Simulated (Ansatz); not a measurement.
Geometry relaxation, with input and output: Zn7Sn8O25 (charge +2) (part 5 of 5)

Zn7Sn8O25 (defect cell, 40 atoms in the cell, total charge +2); DFT PBE, scalar-relativistic, plane waves, PAW, no spin polarisation (Ansatz 0.2.0); cutoff 420 eV, 2×2×2 k-mesh, Gaussian smearing of 0.01 eV. The structure derives from a Materials Project entry. It belongs to a series of runs on one base structure; here: O on a Zn site (c), charge +2, atoms relaxed at the host's cell.

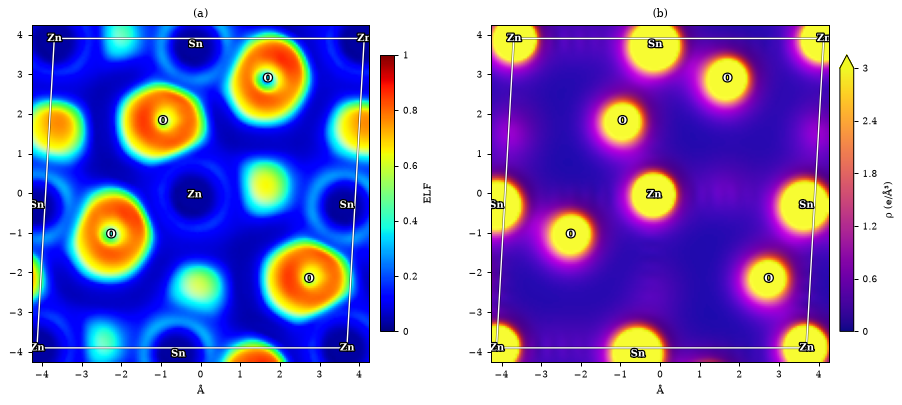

(a) ELF; (b) valence electron density on the (001) plane of the calculation cell. Atoms in the plane: Zn, Sn and O. Zn–O (2.00 Å): ρ at the midpoint is about 0.56 e/Å³; the ELF is about 0.25 at the midpoint. Zn–O (2.04 Å): ρ at the midpoint is about 0.5 e/Å³; the ELF is about 0.20 at the midpoint. Sn–O (2.03 Å): ρ is about 0.72 e/Å³ halfway; the ELF is about 0.25 at the midpoint. Zn–O (2.04 Å): the density is about 0.5 e/Å³ at the midpoint; the ELF is about 0.20 at the midpoint. Sn–O (2.06 Å): ρ is about 0.69 e/Å³ halfway; the ELF is about 0.25 at the midpoint. Away from the nuclei the density in this plane falls to 0.03 e/Å³ at its lowest.

## Results in brief

| quantity | value |
| --- | --- |
| outcome | converged |
| electrons treated | 344 |
| free energy | −85620.8973 eV |
| Fermi energy | 8.368 eV |
| gap on the k-point mesh | 0.56 eV |
| final volume | 475.72 Å³ |
| largest force (length of the vector) at the end | 0.026 eV/Å |
| wall time | 5.1 min (CPU time 16 min) |
| peak memory | 2.2 GiB |

## Remarks

The cell is charged and computed with a neutralising background, so its energy and pressure depend on the cell and aren't those of a real crystal.
